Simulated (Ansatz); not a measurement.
System: EuO, space group Fm-3m (No. 225) (cell built by us, not taken from a database).

The given structure:
```
Eu O
1.0
     0.00000    2.48384    2.48384
     2.48384    0.00000    2.48384
     2.48384    2.48384    0.00000
Eu O
1 1
Direct
  0.50000 0.50000 0.50000
  0.00000 0.00000 0.00000
```

Calculation (Ansatz 0.2.0): plane-wave density functional theory, PAW datasets, Gaussian smearing 0.05 eV: equation of state, the given cell scaled in volume with shape and atoms relaxed at each volume; third-order Birch-Murnaghan fit. Level: PBEsol, collinear spin. The state reached is ferromagnetic.

```
     setting     value
     PAW set    soft_2
 wave cutoff    420 eV
      k mesh  10×10×10
symmetry use  detected
```

V(given) is 15.32 Å³/atom.

Describe the result: the energy above the given cell, pressure and largest site moment against V/V(given). The V/V(given) takes the values 0.96, 0.98, 1.00, 1.02, 1.04.

A third-order Birch–Murnaghan fit gives V0 = 15.33 Å³/atom, B0 = 111 GPa and B′ = 3.9. The energy above the given cell is 9.24 meV/atom at V/V(given) 0.96 and 7.94 meV/atom at 1.04; the lowest computed point is at V/V(given) 1.00 (0.00 meV/atom). The pressure falls from 4.788 GPa at V/V(given) 0.96 to −4.021 GPa at 1.04, and changes sign near 1.00. The largest site moment rises from 6.470 μB at V/V(given) 0.96 to 6.552 μB at 1.04.

| V/V(given) | energy above the given cell (meV/atom) | pressure (GPa) | largest site moment (μB) |
| --- | --- | --- | --- |
| 0.96 | 9.24 | 4.788 | 6.470 |
| 0.98 | 2.30 | 2.357 | 6.499 |
| 1.00 | 0.00 | −0.004 | 6.519 |
| 1.02 | 2.07 | −2.104 | 6.537 |
| 1.04 | 7.94 | −4.021 | 6.552 |

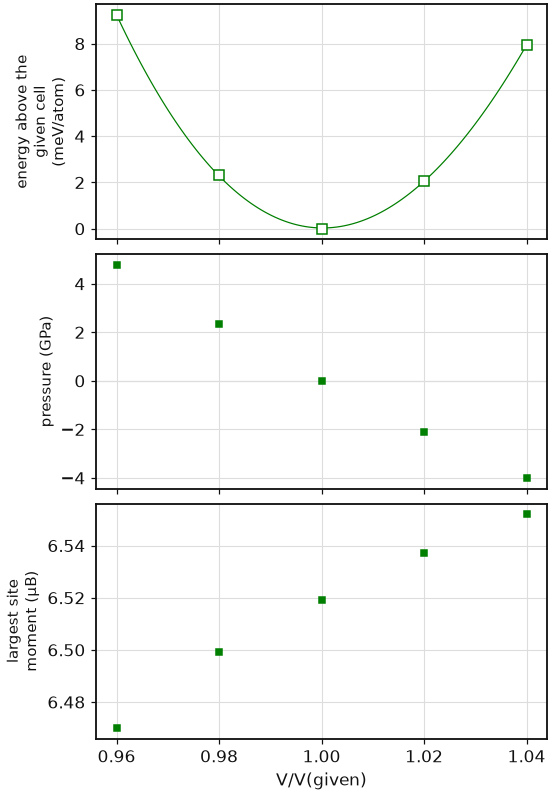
